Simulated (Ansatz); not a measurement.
This input was run:

```
crystal:
  lattice:
    - [7.5434048737, 0.0, 0.0]
    - [-3.7717024368, 6.5327802516, 0.0]
    - [0.0, 0.0, 20.5608116858]
  atoms:
    - { symbol: Se, position: [0.3333333333, 0.1666666667, 0.3890896975] }
    - { symbol: Se, position: [0.3333333333, 0.6666666667, 0.3890896975] }
    - { symbol: Se, position: [0.8333333333, 0.1666666667, 0.3890896975] }
    - { symbol: Se, position: [0.8333333333, 0.6666666667, 0.3890896975] }
    - { symbol: Pt, position: [-4.96763e-05, -0.0001156077, 0.4518268908] }
    - { symbol: Pt, position: [6.27162e-05, 0.5000837498, 0.4518299772] }
    - { symbol: Pt, position: [0.4999658865, -0.0001055896, 0.4518691733] }
    - { symbol: Pt, position: [0.5000078878, 0.5001026525, 0.4513891337] }
    - { symbol: Se, position: [0.1680997651, 0.3339881304, 0.5141057119] }
    - { symbol: Se, position: [0.1664108528, 0.8332350992, 0.5144562592] }
    - { symbol: Se, position: [0.6662314139, 0.3340388783, 0.514109879] }
    - { symbol: Se, position: [0.6662377353, 0.8321861532, 0.5142216119] }
basis:
  ecutwfc: 420
kpoints:
  mp_grid: { grid: [3, 3, 1] }
hamiltonian:
  xc: pbe
  dispersion: d3bj
scf:
  occupations: { method: gaussian, width: 0.1 }
output:
  forces: true
  eigenvalues: true
  write_density: true
  volumetric_format: npy
efield:
  axis: 3
  dipole_correction: true
  ramp_width: 0.04
```

Command:
```bash
ansatz run input.yaml --threads 4 --pin off --max-ram 10240MiB --backend cpu --events-out ev --progress --plain --runs-dir out
```

What does the potential across the slab give for the band edges against vacuum?

From the vacuum level at the right face the ionisation potential is 5.73 eV and the electron affinity 4.09 eV; the left face gives the same. The slab's gap, their difference before rounding, is 1.64 eV. The two vacuum levels agree, so the slab has no net dipole along its normal. The outermost atoms are 2.6 Å apart, which leaves 18.0 Å of vacuum in a cell 20.6 Å high.

Spin-orbit coupling is left out, which matters for Pt.

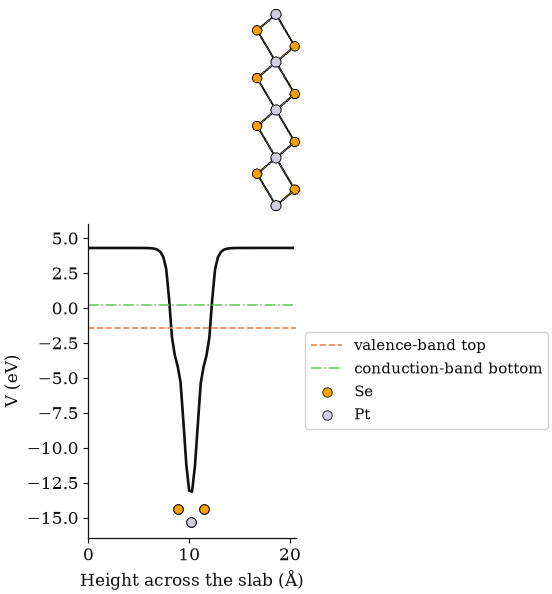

Plane-averaged electrostatic potential energy of an electron across the slab; circles at the bottom mark the heights of the atoms. The structure is drawn too.
